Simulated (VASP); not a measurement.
**Run report: Cr, geometry relaxation (part 4 of 4)**

Cr (P6₃/mmc, 2 atoms in the cell); Kohn-Sham DFT of a periodic cell, PBE, VASP PAW PBE potentials, recommended, spin-polarised (VASP 6.6.1); cutoff 520 eV, 18×18×10 k-mesh, Gaussian smearing of 0.1 eV, collinear spins. The structure derives from an entry of the Crystallography Open Database.

Geometry of the input (Å; fractional positions):
```
2.7140  0.0000  0.0000
-1.3570  2.3504  0.0000
0.0000  0.0000  4.4100
Cr 0.3333  0.6667  0.2500
Cr 0.6667  0.3333  0.7500
```

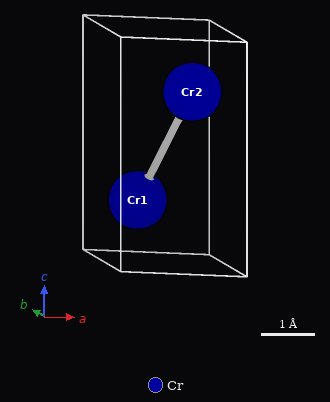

*The geometry at step 8 of the log (ball-and-stick view of the cell of the calculation, seen slightly off an axis; atoms are numbered from 1 in the order of the input).*

## Trajectory as extended XYZ, continued
```
2
Lattice="2.5079 0.0000 -0.0000 -1.2539 2.1719 0.0000 0.0000 -0.0000 4.3099" Properties=species:S:1:pos:R:3:forces:R:3 step=4 energy=-18.20575
Cr    0.0000    1.4479    1.0775    0.0000   0.0000   0.0000
Cr    1.2539    0.7240    3.2324    0.0000   0.0000   0.0000
2
Lattice="2.3690 0.0000 -0.0000 -1.1845 2.0516 0.0000 0.0000 -0.0000 4.6513" Properties=species:S:1:pos:R:3:forces:R:3 step=5 energy=-18.01849
Cr    0.0000    1.3678    1.1628    0.0000   0.0000   0.0000
Cr    1.1845    0.6839    3.4885    0.0000   0.0000   0.0000
2
Lattice="2.4806 0.0000 -0.0000 -1.2403 2.1483 0.0000 0.0000 -0.0000 4.3769" Properties=species:S:1:pos:R:3:forces:R:3 step=6 energy=-18.22362
Cr    0.0000    1.4322    1.0942    0.0000   0.0000   0.0000
Cr    1.2403    0.7161    3.2827    0.0000   0.0000   0.0000
2
Lattice="2.4687 0.0000 -0.0000 -1.2343 2.1380 0.0000 0.0000 -0.0000 4.4062" Properties=species:S:1:pos:R:3:forces:R:3 step=7 energy=-18.22485
Cr    0.0000    1.4253    1.1016    0.0000   0.0000   0.0000
Cr    1.2343    0.7127    3.3047    0.0000   0.0000   0.0000
2
Lattice="2.4867 0.0000 -0.0000 -1.2434 2.1536 0.0000 0.0000 -0.0000 4.5818" Properties=species:S:1:pos:R:3:forces:R:3 step=8 energy=-18.20916
Cr    0.0000    1.4357    1.1454    0.0000   0.0000   0.0000
Cr    1.2434    0.7179    3.4363    0.0000   0.0000   0.0000
2
Lattice="2.4753 0.0000 -0.0000 -1.2377 2.1437 0.0000 0.0000 -0.0000 4.4710" Properties=species:S:1:pos:R:3:forces:R:3 step=9 energy=-18.23322
Cr    0.0000    1.4291    1.1177    0.0000   0.0000   0.0000
Cr    1.2377    0.7146    3.3532    0.0000   0.0000   0.0000
2
Lattice="2.4752 0.0000 -0.0000 -1.2376 2.1436 0.0000 0.0000 -0.0000 4.4697" Properties=species:S:1:pos:R:3:forces:R:3 step=10 energy=-18.23323
Cr    0.0000    1.4291    1.1174    0.0000   0.0000   0.0000
Cr    1.2376    0.7145    3.3522    0.0000   0.0000   0.0000
2
Lattice="2.4859 0.0000 -0.0000 -1.2430 2.1529 0.0000 0.0000 -0.0000 4.4495" Properties=species:S:1:pos:R:3:forces:R:3 step=11 energy=-18.23384
Cr    0.0000    1.4353    1.1124    0.0000   0.0000   0.0000
Cr    1.2430    0.7176    3.3371    0.0000   0.0000   0.0000
2
Lattice="2.4825 0.0000 -0.0000 -1.2413 2.1499 0.0000 0.0000 -0.0000 4.4559" Properties=species:S:1:pos:R:3:forces:R:3 step=12 energy=-18.23400
Cr    0.0000    1.4333    1.1140    0.0000   0.0000   0.0000
Cr    1.2413    0.7166    3.3419    0.0000   0.0000   0.0000
```
